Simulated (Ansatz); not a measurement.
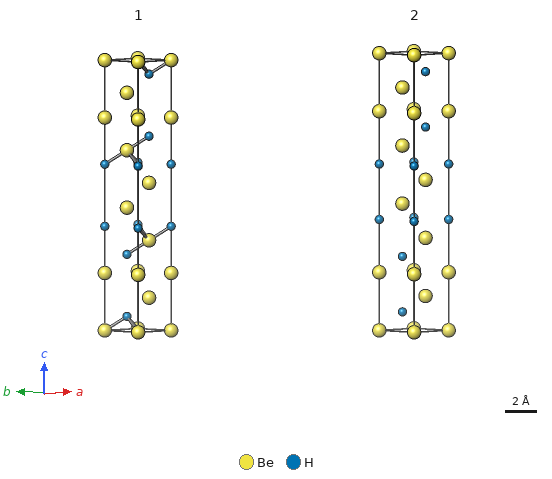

Two geometries of a crystal of Be$_{3}$H$_{2}$ (built on the tetradymite_166 type) (coarse preliminary run), drawn at one scale. One is the start of a relaxation, the other its converged end. A ball-and-stick model of the conventional cell (3 times the calculation's cell), seen from a free direction. Lengths and directions refer to the drawn axes.

These are results of Ansatz 0.2.0, DFT PBE, scalar-relativistic, plane waves, PAW, not measurements. Set-up: plane-wave cutoff 420 eV; k-point mesh 6 × 6 × 6; occupations gaussian; smearing width 0.1 eV; no spin polarisation; cell and atoms relaxed; force threshold 0.04 eV/Å; at most 70 steps.

Which geometry has the lower energy?

Structure 1 is the relaxed one. Case: tetradymite type (R-3m, No. 166). The largest moves relative to the cell, 0.26 Å, are those of H atoms. Largest moves by element: H 0.26 Å, Be 0.05 Å. The drawn cell changes as follows: a = b 2.603 → 2.489 Å (−4.4 %), c 18.096 → 17.647 Å (−2.5 %); the volume changes by −10.8 %. Near-neighbour distances that change, for instance: Be–H 1.927 → 1.703 Å. The space group stays R-3m (No. 166). After 5 accepted moves (6 points after the start) the energy has fallen by 0.371 eV per cell of the calculation. Largest force component: 0.73 eV/Å at the start, 0.0022 eV/Å at the end. The pressure goes from −9.02 to −0.05 GPa. The SCF was repeated once at an unchanged geometry on a basis and grid sized afresh for the cell, which shifted the energy by 2.1 meV per cell of the calculation at most. The run took 3.4 s on 1 thread of Intel(R) Xeon(R) 6975P-C (Granite Rapids) (shared host), peak memory 0.34 GiB.
